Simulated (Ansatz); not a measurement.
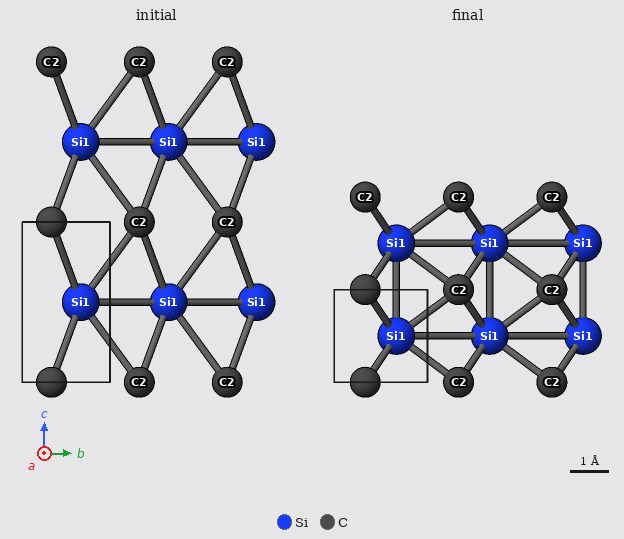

The structure of a crystal of SiC (a generated structure, set up in P-6m2) (coarse preliminary run) before (left) and after (right) a relaxation, at one scale.

Style: ball-and-stick. Shown: the cell of the calculation, repeated 1 × 3 × 2 with one cell outlined, along the a axis.

Computed with DFT PBE, scalar-relativistic, plane waves, PAW (Ansatz 0.2.0).

The input:
```yaml
crystal:
  lattice:
    - [2.73662185, 0.0, 0.0]
    - [-1.36831093, 2.36998404, 0.0]
    - [0.0, 0.0, 4.31872205]
  atoms:
    - { symbol: Si, position: [0.33333333, 0.66666667, 0.5] }
    - { symbol: C, position: [0.66666667, 0.33333333, 0.0] }
basis:
  ecutwfc: 420
kpoints:
  mp_grid: { grid: [6, 6, 4] }
hamiltonian:
  xc: pbe
scf:
  occupations: { method: gaussian, width: 0.1 }
  lower_state_search: "off"
output:
  forces: true
  stress: true
  eigenvalues: true
relax:
  adjacent_minimum: "off"
  f_tol: 0.04
  max_steps: 70
  cell: { stress_tol: 0.4 }
```

Run as
```bash
ansatz run input.yaml --threads 1 --pin off --max-ram 2560MiB --backend cpu --events-out ev --progress --plain --runs-dir out
```

**Summarise the run.**

The atoms keep their places relative to the cell (all moves are under 0.005 Å). The volume changes by −34.9 %, with a = b 2.737 → 2.905 Å (+6.2 %), c 4.319 → 2.496 Å (−42.2 %). Among the contacts that change: Si1–Si1 4.319 → 2.496 Å, Si1–C2 2.676 → 2.091 Å, Si1–Si1 (another image) 2.737 → 2.905 Å. The space group stays P-6m2 (No. 187). After 13 accepted moves (14 points after the start) the energy has fallen by 3.202 eV per cell of the calculation. All forces vanish by symmetry, so only the cell relaxes. The pressure goes from −21.13 to 0.11 GPa. At 1 point the geometry stayed and the basis and grid were re-selected for the new cell (energy shift of 1.6 meV per cell of the calculation at most each time). The run took 12 s on 1 thread of Intel(R) Xeon(R) Processor @ 2.70GHz, on a shared host, peak memory 0.3 GiB.

Limits of the set-up: the k-point mesh is coarse for a cell with partly filled bands.
